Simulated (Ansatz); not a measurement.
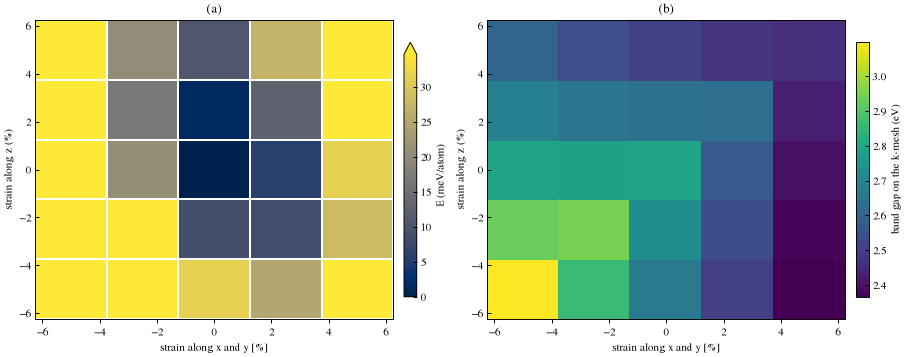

MgS (Fm-3m, No. 225; 2 atoms in the cell). The cell is strained homogeneously, by one strain along x and y and another along z, with fractional coordinates fixed (x, y and z along the cube axes). First axis: strain along x and y. Second axis: strain along z. The grid has 5 × 5 points. Energies are in meV/atom, from the lowest grid point. The reference cell is the one listed in the database, not relaxed at this level. Computed with Ansatz 0.2.0, DFT PBE, scalar-relativistic, plane waves, PAW. Settings: cutoff 420 eV, k-mesh 8×8×8, gaussian smearing 0.05 eV, no spin polarisation.

Panel (a) is the energy and panel (b) the computed band gap on the k-mesh on the same grid.

The picture shows one coloured cell a grid point, one colour for all values above the top of the scale.

How does the band gap on the k-mesh vary over the map, and what is it at the lowest grid point?

It runs from 2.37 eV at strain along x and y = 5.0 %, strain along z = −5.0 % to 3.10 eV at strain along x and y = −5.0 %, strain along z = −5.0 %. At the lowest grid point, strain along x and y = 0.0 %, strain along z = 0.0 %, it is 2.79 eV.
